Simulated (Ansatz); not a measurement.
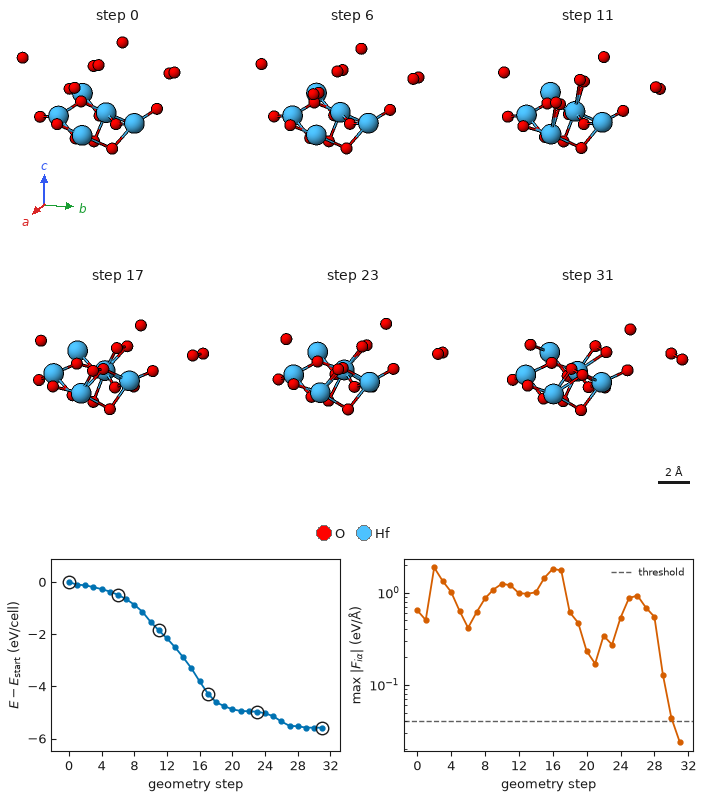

Frames of a constrained relaxation of a slab of composition Hf4O9 (cut from the P2_1/c phase), marked on the history of the run. A ball-and-stick model of the atoms within 5.8 Å of the atom that moves most (axes of the 1 × 2 repeat of the cell, outlined in the plane, without the vacuum (origin shifted)), seen from a free direction.

Case: 1 O2 a cell, tilted, over a bridge O-Hf site. The slab is the (0 0 1) face of HfO2 with O2 on it. 12 atoms are held fixed.

All numbers below come from Ansatz 0.2.0, DFT PBE+D3(BJ), scalar-relativistic, plane waves, PAW. Set-up: plane-wave cutoff 420 eV; k-point mesh 3 × 3 × 1; occupations gaussian; smearing width 0.05 eV; collinear spin; dipole correction; atoms relaxed in a fixed cell; force threshold 0.04 eV/Å; at most 100 steps.

**What happens along the run?**

An O atom moves most: 3.65 Å at 51° to the normal (−c side). By element the largest moves are O 3.65 Å, Hf 0.21 Å. The lattice vectors keep their values. Among the contacts that change: Hf–O 5.953 → 2.182 Å, Hf–O 5.482 → 2.211 Å, Hf–O 3.982 → 2.292 Å, Hf–O 3.393 → 2.199 Å. New bonds form, among them: Hf–O (3.39 → 2.20 Å), Hf–O (3.98 → 2.29 Å), Hf–O (5.48 → 2.21 Å), Hf–O (5.95 → 2.18 Å). Bond angles that change, for instance: Hf–O–Hf 129.1° → 141.3°, O–Hf–O 179.6° → 168.8°, O–Hf–O 151.0° → 140.3°. Over 31 geometry steps the energy falls by 5.581 eV per cell of the calculation. Largest force component: 0.64 eV/Å at the start, 0.024 eV/Å at the end. The program noted that the starting moments weren't kept. The run may lie on a higher electronic state than the lowest, so the end point isn't shown to be the ground-state structure. Cost: 35 min on 8 threads of Arm Neoverse V1, on a shared host, peak memory 5.5 GiB. From step 0 to 6: an O atom moves most (0.98 Å), energy −0.488 eV per cell of the calculation. From step 6 to 11: an O atom moves most (0.94 Å), energy −1.361 eV per cell of the calculation. From step 11 to 17: an O atom moves most (1.11 Å), energy −2.422 eV per cell of the calculation. From step 17 to 23: an O atom moves most (0.99 Å), energy −0.696 eV per cell of the calculation. From step 23 to 31: an O atom moves most (0.76 Å), energy −0.614 eV per cell of the calculation.

```json
{"step": "0", "E − E(0), meV/atom": "0.00", "largest force component, eV/Å": "0.6424"}
{"step": "1", "E − E(0), meV/atom": "-3.82", "largest force component, eV/Å": "0.5045"}
{"step": "2", "E − E(0), meV/atom": "-4.78", "largest force component, eV/Å": "1.8729"}
{"step": "3", "E − E(0), meV/atom": "-7.52", "largest force component, eV/Å": "1.3369"}
{"step": "4", "E − E(0), meV/atom": "-10.37", "largest force component, eV/Å": "1.0161"}
{"step": "5", "E − E(0), meV/atom": "-13.96", "largest force component, eV/Å": "0.6323"}
{"step": "6", "E − E(0), meV/atom": "-18.79", "largest force component, eV/Å": "0.4150"}
{"step": "7", "E − E(0), meV/atom": "-25.14", "largest force component, eV/Å": "0.6115"}
{"step": "8", "E − E(0), meV/atom": "-33.36", "largest force component, eV/Å": "0.8658"}
{"step": "9", "E − E(0), meV/atom": "-43.84", "largest force component, eV/Å": "1.0795"}
{"step": "10", "E − E(0), meV/atom": "-58.66", "largest force component, eV/Å": "1.2503"}
{"step": "11", "E − E(0), meV/atom": "-71.13", "largest force component, eV/Å": "1.1993"}
{"step": "12", "E − E(0), meV/atom": "-83.02", "largest force component, eV/Å": "0.9853"}
{"step": "13", "E − E(0), meV/atom": "-96.30", "largest force component, eV/Å": "0.9712"}
{"step": "14", "E − E(0), meV/atom": "-111.19", "largest force component, eV/Å": "1.0086"}
{"step": "16", "E − E(0), meV/atom": "-146.49", "largest force component, eV/Å": "1.8108"}
{"step": "17", "E − E(0), meV/atom": "-164.30", "largest force component, eV/Å": "1.7408"}
{"step": "18", "E − E(0), meV/atom": "-177.08", "largest force component, eV/Å": "0.6126"}
{"step": "19", "E − E(0), meV/atom": "-182.87", "largest force component, eV/Å": "0.4704"}
{"step": "20", "E − E(0), meV/atom": "-187.64", "largest force component, eV/Å": "0.2324"}
{"step": "21", "E − E(0), meV/atom": "-189.93", "largest force component, eV/Å": "0.1694"}
{"step": "22", "E − E(0), meV/atom": "-190.53", "largest force component, eV/Å": "0.3406"}
{"step": "23", "E − E(0), meV/atom": "-191.05", "largest force component, eV/Å": "0.2726"}
{"step": "24", "E − E(0), meV/atom": "-193.39", "largest force component, eV/Å": "0.5333"}
{"step": "25", "E − E(0), meV/atom": "-197.78", "largest force component, eV/Å": "0.8726"}
{"step": "27", "E − E(0), meV/atom": "-212.03", "largest force component, eV/Å": "0.6869"}
{"step": "28", "E − E(0), meV/atom": "-212.53", "largest force component, eV/Å": "0.5465"}
{"step": "29", "E − E(0), meV/atom": "-214.56", "largest force component, eV/Å": "0.1292"}
{"step": "30", "E − E(0), meV/atom": "-214.66", "largest force component, eV/Å": "0.0439"}
{"step": "31", "E − E(0), meV/atom": "-214.66", "largest force component, eV/Å": "0.0238"}
```

Limits of the set-up: the periodic images lie only 5.1 Å apart, so the values are limited by the cell's size.
